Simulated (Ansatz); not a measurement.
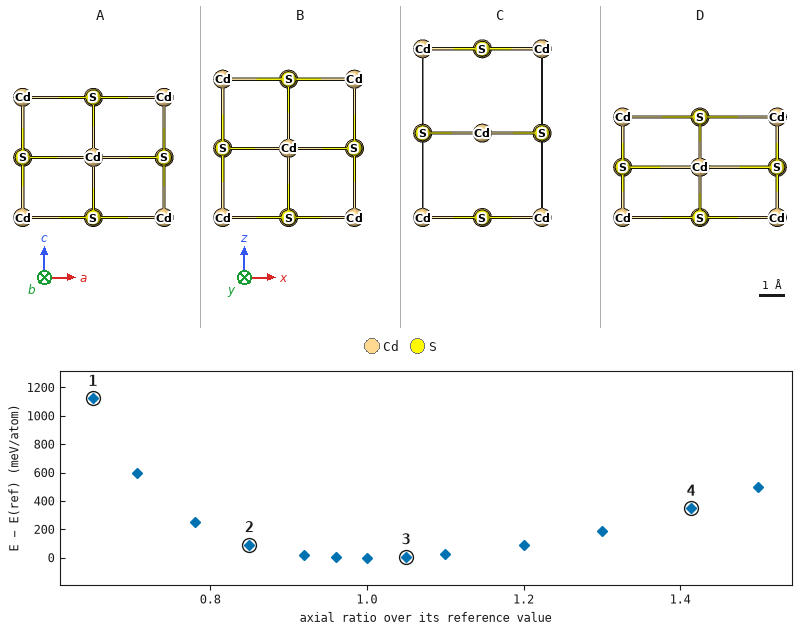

Crystalline CdS (Fm-3m): the ratio of the cell's length along z to its lengths across, counted as 1 for the reference, is changed at fixed volume (a tetragonal or Bain path), with the atoms kept at their fractional coordinates. x, y and z are the Cartesian axes of the input. The frames are shuffled; the numbered points of the plot belong to them. Style: ball-and-stick. Shown: the conventional cell (4 times the calculation's cell), along the b axis. Lengths and directions refer to the drawn axes.

Theory: DFT PBE, scalar-relativistic, plane waves, PAW (Ansatz 0.2.0). (plane-wave cutoff 420 eV; k-point mesh 12 × 12 × 12; occupations gaussian; smearing width 0.03 eV; no spin polarisation). Energies (free energies at the smearing named) are counted from the cell as listed in its source, which wasn't relaxed.

Match the frames to the points.

Answer. Point 1 is frame D (the relative ratio 0.65, 1123 meV/atom); 2 is frame A (the relative ratio 0.85, 93 meV/atom); 3 is frame B (the relative ratio 1.05, 7 meV/atom); 4 is frame C (the relative ratio 1.414, 349 meV/atom). The lowest computed point lies at the relative ratio 1.00 (0 meV/atom). The distortion takes the space group from Fm-3m to I4/mmm. At the relative ratio 1.50 the cell of the drawing goes a 5.506 → 4.810 Å, b 5.506 → 4.810 Å, c 5.506 → 7.216 Å. The band gap on the mesh, 0.26 eV in the reference, closes at 0.78, 0.85, 0.92, 1.10, 1.20, 1.30, 1.414, 1.50.
